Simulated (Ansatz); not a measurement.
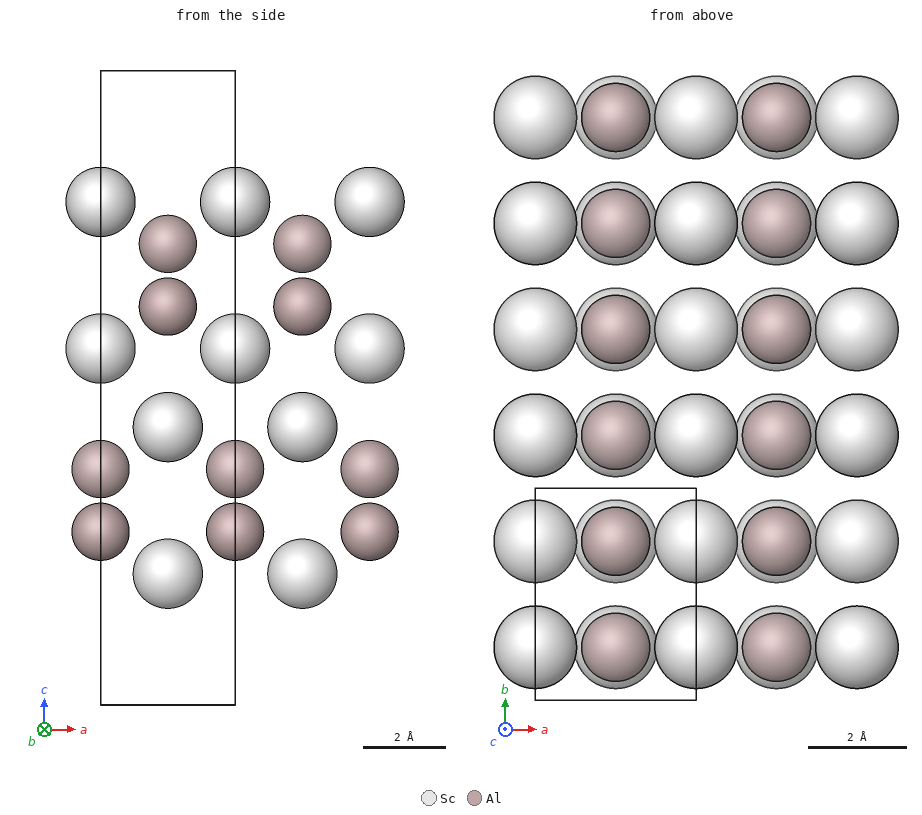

A spheres-only picture of a periodic slab, seen from the side and from above. The surface normal points up in side views; the box is the simulation cell. 2×3 cells are drawn in the plane, with atoms at the edges repeated.

The cell holds 4 Sc, 4 Al.

Q: Name the terminations.

A: The top face ends in Sc, the bottom face in Sc. The two faces are alike.

Q: Give the thickness from the bottom atom to the top atom.

A: About 9 Å from the lowest to the highest atom, with about 6 Å of vacuum to the next image.

Q: What is the order of the atomic planes, starting from the top?

A: Eight planes: Sc / Al / Al / Sc / Sc / Al / Al / Sc.

The initial geometry was a structure listed in the Materials Project. The cell was then strained or its atoms displaced on purpose. Ansatz was used for an electronic-structure calculation on it.
